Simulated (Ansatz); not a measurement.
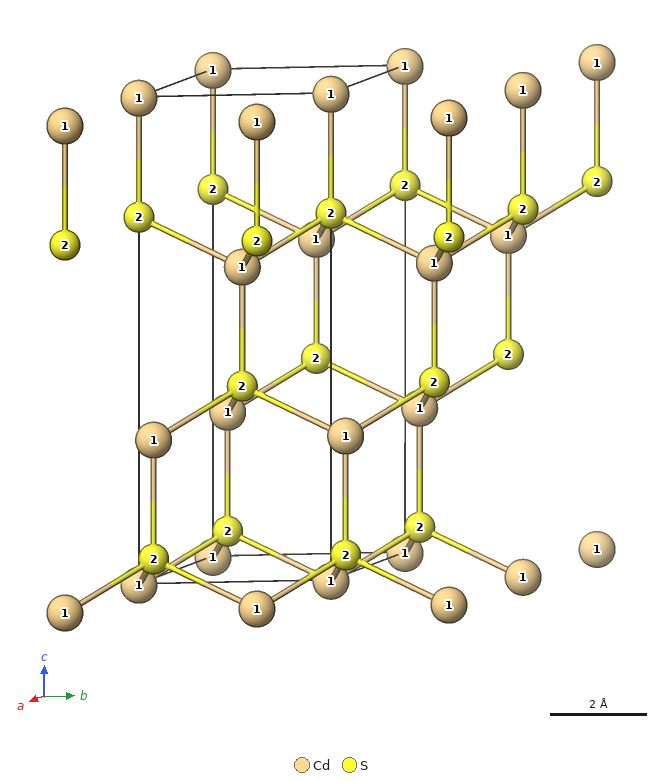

**Figure 1.** The input geometry (ball-and-stick view of the cell 3 times as large as that of the calculation, set on its symmetry axes, repeated 2 × 2 × 1, seen slightly off an axis; atoms are numbered from 1 in the order of the input). An atom can appear more than once, as a periodic image.

## Band-structure calculation of CdS (part 1 of 2)

The run: band-structure calculation of CdS (R3m, 2 atoms in the cell). Method and program: DFT, HSE06, plane waves, PAW, no spin polarisation (Ansatz 0.2.0).

The structure was built on a prototype by a generator. The geometry comes from this level: r2SCAN (a point of a series of strains). It belongs to a series of runs on one base structure; here: epitaxial_111 strain -2.0%. Figures and captions count atoms from 1; the log counts them from 0 in places.

### Input
```yaml
crystal:
  lattice:
    - [0.0746129383, 2.9550434845, 2.9550434845]
    - [2.9550434845, 0.0746129383, 2.9550434845]
    - [2.9550434845, 2.9550434845, 0.0746129383]
  atoms:
    - { symbol: Cd, position: [0.0028208299, 0.0028208299, 0.0028208299] }
    - { symbol: S, position: [0.2471791701, 0.2471791701, 0.2471791701] }
kpoints:
  mp_grid: { grid: [6, 6, 6] }
  band_path:
    path:
      - [0.0, 0.0, 0.0]
      - [-0.5, -0.5, 0.0]
      - [-0.375, -0.375, 0.25]
      - [-0.375, 0.0, 0.375]
      - [0.0, 0.0, 0.5]
      - [-0.5, -0.25, 0.25]
    npoints: 1
hamiltonian:
  xc: hse06
scf:
  occupations: { method: fixed }
  n_extra_bands: 4
output:
  forces: true
  stress: true
  eigenvalues: true
  write_density: true
  write_potential: true
  elf: true
  volumetric_format: npy
```

Run on 1 × NVIDIA H100 80GB HBM3, 2 threads of AMD EPYC (Zen 3), 288 GiB of memory available, shared host.

### Log
```
Warning: output.stress: scf.convergence.dr2_threshold = 1e-7 eV (the SCF's general default) is looser than the 2e-10 eV advised for a printed stress (1e-10 eV for each atom of the cell: 2). What an SCF threshold leaves in a stress goes as its square root, and in the free energy as the threshold itself, and one threshold admits the most on a small cell: of the crystals measured, under no hybrid functional and no lock of the moments, on runs that ended without the residual-converged pass, on stresses that held no estimate of that error, the worst erred by over 100 MPa in a component at 1e-7 eV an atom and by under 5 at 1e-10. Set scf.convergence.dr2_threshold to 2e-10 eV or tighter. The threshold is an SCF's pass mark: one that does not reach it within its budget of iterations ends unconverged, or closes short of it on a stop that the run arms, and scf.convergence.dr2_threshold's page says what that costs each kind of run
Warning: output.stress: scf.exx.energy_threshold = 1e-6 eV is looser than the 2e-8 eV advised for a stress under a hybrid functional (1e-8 eV for each atom of the cell: 2). Every SCF of the exchange loop can meet its threshold on dr2 while the loop round them stops early: no threshold on dr2 bounds what that leaves in the stress. Set scf.exx.energy_threshold to 2e-8 eV or tighter. The threshold is the loop's pass mark: a loop that does not reach it within its budget of cycles ends unconverged, and scf.exx.energy_threshold's page has the law
scf.n_extra_bands = 4 over 13 filled bands (N_el = 26.0): the run solves 17 bands
Engine: ansatz 0.2.0, x86_64-unknown-linux-gnu
Pseudopotentials: kind: paw
Pseudopotential: Cd, paw, valence charge 20, recommended cutoff 420 eV (normal), Cd.paw.azcp
Pseudopotential: S, paw, valence charge 6, recommended cutoff 420 eV (normal), S.paw.azcp
Functional definition: HSE06
  parameter a = 0.25
  parameter omega = 0.11/bohr
  exchange = pbe_x - a*pbe_x_sr(omega) + a*exact_x_sr(omega)
  correlation = pbe_c
davidson cushion auto → on  (no smearing: the cushion is to keep the highest requested band from converging to the state above it; pin scf.eigensolver.cushion to override)
Crystal: 2 atoms, lattice volume = 49.654 Å³
Basis set: ecut = 420 eV, 953 PW (Γ), exchange–correlation on 60×60×60 points (8 copies of the dense FFT grid, shifted against one another)
Bands: 17, of which v1, the nominal top of the filled ones, is band 13 counted from 1 (12 counted from 0)
Symmetry: 6 space group operations
Space group: R3m (ITA 160), of the structure as read, at distance tolerance 3.7e-5 Å
k-points: 32 of 216 (time reversal used)
Non-local potential: Cd, projectors of the file, l = 0: 3, l = 1: 2, l = 2: 2, l = 3: 1
Non-local potential: S, projectors of the file, l = 0: 2, l = 1: 2, l = 2: 2
PAW form: soft (Blöchl's): semilocal exchange-correlation on the pseudo side does not see the compensation charge
PAW frozen core: Cd, regenerated for the run's functional, and the local potential with it (the file was generated under x = pbe(κ = 0.804, μ = 0.2195149727645171), c = pbe(β = 0.06672455060314922))
PAW frozen core: S, regenerated for the run's functional, and the local potential with it (the file was generated under x = pbe(κ = 0.804, μ = 0.2195149727645171), c = pbe(β = 0.06672455060314922))
PAW one-centre angular grid: Cd, 590 points (default); XC on 64 Gauss nodes
PAW one-centre angular grid: S, 110 points (default); XC on 64 Gauss nodes
Initial density: superposition of atomic densities (neutral atoms: chi_scale 0, normalization atom), corrected by the library's trained network
Initial wavefunctions: pseudopotential atomic-orbital guess
Functional: x = pbe(κ = 0.804, μ = 0.2195149727645171), c = pbe(β = 0.06672455060314922), warm-up for x = pbe(κ = 0.804, μ = 0.2195149727645171) + 0.25 (exact − pbe) at short range (hse, ω = 0.20786987370883472 Å⁻¹), c = pbe(β = 0.06672455060314922); HSE06 as pw.x's `hse` composes it (authors' and Libxc's form: `xc: wpbeh`)
SCF iter   1: F=—  HF=-9157.796303 eV  |F-HF|=—  |Δ(HF+E_count)|=         —  Δρ=9.88e-4  dr2=5.13e-4  ethr=1.77e-3  ⟨swp⟩=8.5  Hψ=2681  notcnv=0
preconditioner: auto → none  [insulator: Δε(μ)=1.062 eV  Ē_g=12.355 eV  n_scr=14 (ndim 8)  ℏωp=22.4 eV  f_vac=0.132]
iter 2 solved again at ethr=3.32e-8 eV; its pass at ethr=1.97e-6 eV (dr2=8.64e-6 eV) is discarded
SCF iter   2: F=-9157.796409 eV  HF=-9157.796368 eV  |F-HF|=4.04e-5  |Δ(HF+E_count)|=   6.57e-5  Δρ=1.91e-4  dr2=8.62e-6  ethr=3.32e-8  ⟨swp⟩=2.8  Hψ=3178  notcnv=0
SCF 1 stopped early in 2 iterations: F = -9157.796409 eV  dr2 = 8.62e-6
  greatest PAW one-centre occupation: 1.000 electrons in one spin orbital (limit 2), on the Cd atom at site 0 (counted from 0), in its partial waves of l = 0
Initial density: handed on by an earlier stage of this run
Initial wavefunctions: those handed on with the density
Functional: x = pbe(κ = 0.804, μ = 0.2195149727645171) + 0.25 (exact − pbe) at short range (hse, ω = 0.20786987370883472 Å⁻¹), c = pbe(β = 0.06672455060314922); HSE06 as pw.x's `hse` composes it (authors' and Libxc's form: `xc: wpbeh`)
Exchange kernel: α = 0.2500, screened, ω = 0.2079 Å⁻¹, Wigner–Seitz truncation, v(0) = 1046.7418 eV·Å³, q-mesh 6×6×6, nearest image of the exchange supercell L = 24.44 Å, pair-density grid 18×18×18, without the augmentation charges, whose exchange is taken in its separable form by FFT convolution over the k-point mesh (sized by the pseudopotential files, 24×24×24 at the most), smooth part of the exact exchange by density-matrix convolution in up to 3.15 GiB of GPU memory as planned if the GPU has room (build and FFT work areas not counted)
Frozen-core exchange: fock
SCF iter   1: F=—  HF=-9162.176453 eV  |F-HF|=—  |Δ(HF+E_count)|=         —  Δρ=6.73e-3  dr2=1.80e-2  ethr=3.32e-7  ⟨swp⟩=7.2  Hψ=3016  notcnv=0
preconditioner: auto → none  [insulator: Δε(μ)=2.045 eV  Ē_g=14.398 eV  n_scr=14 (ndim 8)  ℏωp=22.4 eV  f_vac=0.131]
SCF iter   2: F=—  HF=-9162.171723 eV  |F-HF|=—  |Δ(HF+E_count)|=   4.73e-3  Δρ=2.42e-3  dr2=2.02e-3  ethr=3.32e-7  ⟨swp⟩=4.1  Hψ=2172  notcnv=0
SCF iter   3: F=—  HF=-9162.178348 eV  |F-HF|=—  |Δ(HF+E_count)|=   6.63e-3  Δρ=1.64e-3  dr2=8.87e-4  ethr=3.32e-7  ⟨swp⟩=4.1  Hψ=2146  notcnv=0
SCF iter   4: F=—  HF=-9162.178164 eV  |F-HF|=—  |Δ(HF+E_count)|=   1.85e-4  Δρ=4.53e-4  dr2=6.78e-5  ethr=3.32e-7  ⟨swp⟩=3.0  Hψ=1725  notcnv=0
SCF iter   5: F=—  HF=-9162.178263 eV  |F-HF|=—  |Δ(HF+E_count)|=   9.98e-5  Δρ=1.95e-4  dr2=1.53e-5  ethr=2.19e-7  ⟨swp⟩=3.3  Hψ=1447  notcnv=0
SCF iter   6: F=-9162.178260 eV  HF=-9162.178260 eV  |F-HF|=6.14e-8  |Δ(HF+E_count)|=   3.59e-6  Δρ=2.41e-5  dr2=1.08e-6  ethr=5.54e-8  ⟨swp⟩=3.0  Hψ=1477  notcnv=0
SCF 2 stopped early in 6 iterations: F = -9162.178260 eV  dr2 = 1.08e-6
  Residual-converged pass: ⟨swp⟩=3.5  Hψ=1518  notcnv=0  max |occ|·‖R‖ = 6.5e-6 eV (tolerance 6.7e-6 eV)  dr2=1.08e-6  dr2_onsite=5.61e-9  max |Δocc| = 0.0e0
  greatest PAW one-centre occupation: 1.001 electrons in one spin orbital (limit 2), on the Cd atom at site 0 (counted from 0), in its partial waves of l = 1
hybrid outer 1: dexx = +7.794e-3 eV, tail = 2.32e-5 eV
Exchange kernel: α = 0.2500, screened, ω = 0.2079 Å⁻¹, Wigner–Seitz truncation, v(0) = 1046.7418 eV·Å³, q-mesh 6×6×6, nearest image of the exchange supercell L = 24.44 Å, pair-density grid 18×18×18, without the augmentation charges, whose exchange is taken in its separable form by FFT convolution over the k-point mesh (sized by the pseudopotential files, 24×24×24 at the most), smooth part of the exact exchange by density-matrix convolution in up to 3.15 GiB of GPU memory as planned if the GPU has room (build and FFT work areas not counted)
Frozen-core exchange: fock
SCF iter   1: F=—  HF=-9162.178297 eV  |F-HF|=—  |Δ(HF+E_count)|=         —  Δρ=4.90e-5  dr2=3.12e-7  ethr=4.47e-7  ⟨swp⟩=3.0  Hψ=1352  notcnv=0
preconditioner: auto → none  [insulator: Δε(μ)=2.087 eV  Ē_g=14.334 eV  n_scr=14 (ndim 8)  ℏωp=22.4 eV  f_vac=0.134]
SCF iter   2: F=—  HF=-9162.178297 eV  |F-HF|=—  |Δ(HF+E_count)|=   2.89e-8  Δρ=1.72e-5  dr2=7.97e-8  ethr=1.14e-9  ⟨swp⟩=3.8  Hψ=1756  notcnv=0  defer=1
SCF iter   3: F=—  HF=-9162.178297 eV  |F-HF|=—  |Δ(HF+E_count)|=   1.41e-8  Δρ=3.97e-6  dr2=1.73e-8  ethr=2.43e-10  ⟨swp⟩=3.0  Hψ=1600  notcnv=0
SCF iter   4: F=—  HF=-9162.178297 eV  |F-HF|=—  |Δ(HF+E_count)|=   7.13e-8  Δρ=2.38e-6  dr2=4.10e-9  ethr=1.77e-11  ⟨swp⟩=4.5  Hψ=1816  notcnv=0  defer=2
SCF iter   5: F=-9162.178297 eV  HF=-9162.178297 eV  |F-HF|=4.33e-10  |Δ(HF+E_count)|=   1.14e-9  Δρ=1.20e-6  dr2=5.18e-10  ethr=1.34e-11  ⟨swp⟩=3.0  Hψ=1467  notcnv=0
SCF 3 converged in 5 iterations: F = -9162.178297 eV  dr2 = 5.18e-10
  Residual-converged pass: ⟨swp⟩=3.0  Hψ=1191  notcnv=0  max |occ|·‖R‖ = 4.3e-7 eV (tolerance 4.4e-7 eV)  dr2=5.20e-10  dr2_onsite=6.00e-11  max |Δocc| = 0.0e0
```

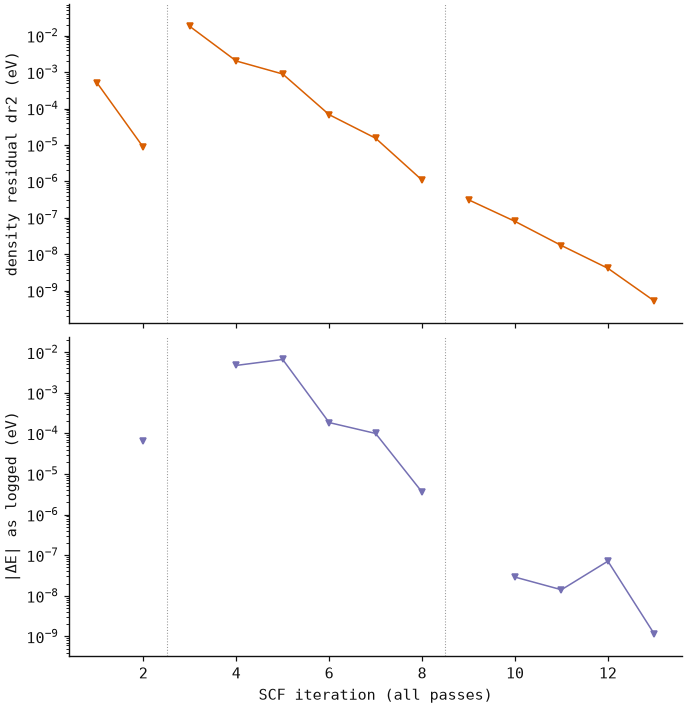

**Figure 2.** Convergence of the self-consistent field: density residual dr2 and size of the energy change against the SCF iteration. The run starts with a semilocal functional; after that each stretch between dotted lines is one SCF of the hybrid functional between two exact rebuilds of the exchange operator by the outer loop. Early passes are stopped at a loose threshold. The passes take 2, 6 and 5 iterations.

```
hybrid outer 2: dexx = +2.001e-7 eV, tail = 2.09e-8 eV, Δε = 2.65e-3 eV (about 9.24e-5 eV left of the loop's levels), ΔF = 7.39e-4 eV/Å (tail 3.68e-4)
NSCF: frozen V_eff on 6 k-points
hybrid SCF converged: 2 outer / 11 inner (+2 warm-up), last move |dexx| = 2.00e-7 eV, tail = 2.09e-8 eV
Stability not checked: this state was not tested for a lower state beside it, because the functional holds exact exchange (a hybrid, or Hartree-Fock), whose exchange loop this test does not read (fock_operator; see scf.lower_state_search)
Free energy (F): -9162.178297 eV
Frozen-core exchange: fock
Harris-Foulkes:  -9162.178297 eV  (|F-HF|=4.33e-10)
Internal energy: -9162.178297 eV  (E = F + TS)
E sigma→0 (E₀):  -9162.178297 eV
Fermi energy:    6.307394 eV
--- Per-component energies (eV) ---
  E_band       = -570.429979
  E_kinetic    = 612.782729
  E_local      = -4016.863463  (includes V_loc(G=0)·N_el)
  E_nonlocal   = 62.845273
  E_hartree    = 1847.388345
  E_xc         = -219.004855
  E_vxc        = -245.692440  (∫ρ·V_xc dr)
  E_exx        = -99.681073  (= α·E_x^exact, valence–valence)
  E_paw        = -4644.421773  (= ΣΔE_a)
  E_vpaw       = -478.919341  (= ΣTr[D̂ρ^β])
  E_aug_tail   = 0.000016  (compensation charges beyond the density's cutoff)
  E_ewald      = -2704.528142
  E_core_change = -0.695354  (= ΣΔE_core)
  E_smearing   = -0.000000  (= −TS)
  E_closure    = 0.000000  (closes the sum)
  Σ components = -9162.178297   (vs F -9162.178297, Δ=1.82e-12)
```
